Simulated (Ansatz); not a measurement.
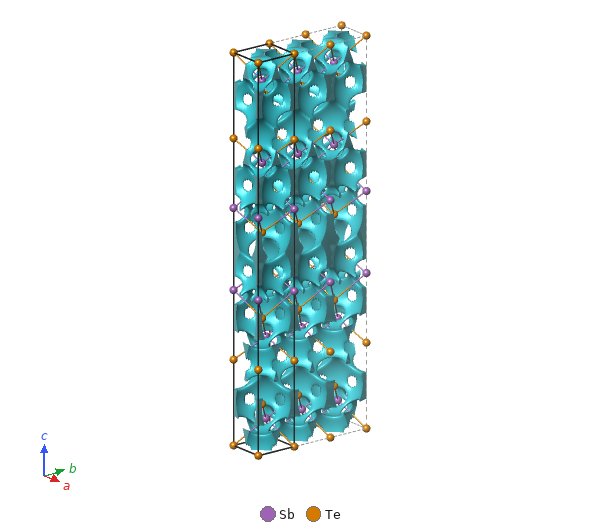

The teal surface encloses the points that the centre of a probe sphere of radius 0.20 Å can occupy in Sb2Te3 in space group R-3m, computed on a grid of about 0.13 Å (1×3×1 cells shown, view slightly off an axis; pale faces close the region where the box cuts it).

Hard-sphere model; Shannon crystal radii (six-coordinate where tabulated): Sb 0.90 Å, Te 2.07 Å.

Origin of the cell: the geometry relaxed in a fixed cell with DFT PBEsol, scalar-relativistic, plane waves, PAW in Ansatz.

```cif
data_structure
_symmetry_space_group_name_H-M 'R-3m:H'
_symmetry_Int_Tables_number 166
_cell_length_a 4.5859
_cell_length_b 4.5859
_cell_length_c 30.0161
_cell_angle_alpha 90.000
_cell_angle_beta 90.000
_cell_angle_gamma 120.000
_cell_volume 546.68
loop_
_atom_site_label
_atom_site_type_symbol
_atom_site_symmetry_multiplicity
_atom_site_Wyckoff_symbol
_atom_site_fract_x
_atom_site_fract_y
_atom_site_fract_z
_atom_site_occupancy
Sb1 Sb 6 c 0.33333 0.66667 0.06229 1
Te1 Te 6 c 0.66667 0.33333 0.11487 1
Te2 Te 3 a 0.00000 0.00000 0.00000 1
```

### Do these regions connect?

Where they connect, they form a three-dimensional network.

### What share of the cell can the probe's centre reach?

About 16 % of the volume (85 Å³ of 546.7 Å³).

### Give the largest included and the largest free sphere.

The largest sphere that fits anywhere has a diameter of 2.00 Å; the largest that can travel through the crystal, about 0.8 Å.

### How does the connectivity change as the probe shrinks?

Below a radius of about 0.42 Å the space forms a two-dimensional network in layers parallel to (001). Below a radius of about 0.35 Å the space forms a three-dimensional network. These are grid estimates, good to about 0.05 Å.
